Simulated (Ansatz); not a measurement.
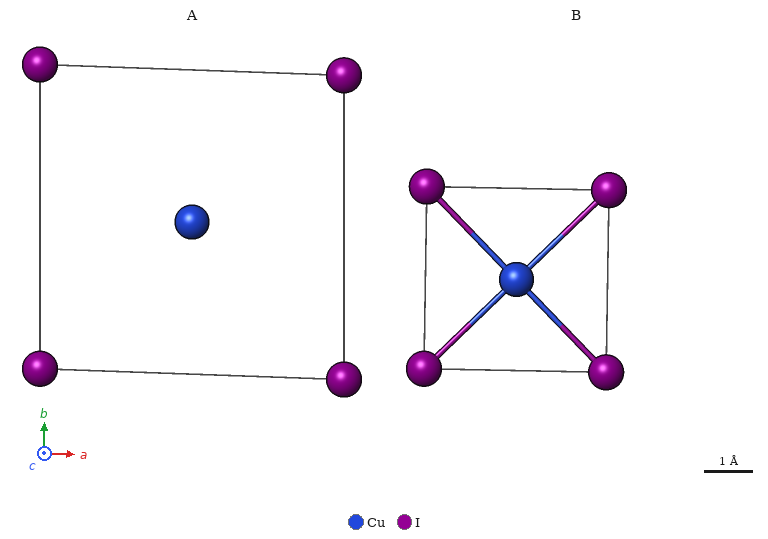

Two geometries of a free-standing layer of CuI (a generated structure, set up in Cmmm) (coarse preliminary run), drawn at one scale. One is the start of a relaxation, the other its converged end. The picture is a ball-and-stick view of the cell of the calculation, outlined in the plane, without the vacuum, seen along the c axis.

These are results of DFT PBE, scalar-relativistic, plane waves, PAW in Ansatz, not measurements. Settings: plane-wave cutoff 420 eV; k-point mesh 4 × 4 × 1; occupations gaussian; smearing width 0.1 eV; collinear spin; cell and atoms relaxed; force threshold 0.04 eV/Å; at most 70 steps.

Which one is relaxed?

Structure B is the relaxed one. The atoms keep their places relative to the cell and the layer's centre (all moves are under 0.005 Å). In the plane the drawn cell goes a 6.409 → 3.838 Å (−40.1 %), b 6.409 → 3.838 Å (−40.1 %). Among the contacts that change: Cu–I 4.612 → 2.719 Å, Cu–I 4.451 → 2.709 Å. New bonds form, among them: Cu–I (4.45 → 2.71 Å), Cu–I (4.61 → 2.72 Å). The energy falls by 1740 meV per atom in 17 accepted moves (21 points after the start). All forces vanish by symmetry, so only the cell relaxes. The line search rejected the trial steps at points 17, 19 of the run. The SCF was repeated twice at an unchanged geometry on a basis and grid sized afresh for the cell, which shifted the energy by 2.3 meV per atom at most. The program noted that the starting moments weren't kept, and that it reset the height of the cell. The run took 7.7 min on 1 thread of Arm Neoverse V2 (shared host), peak memory 1.1 GiB.
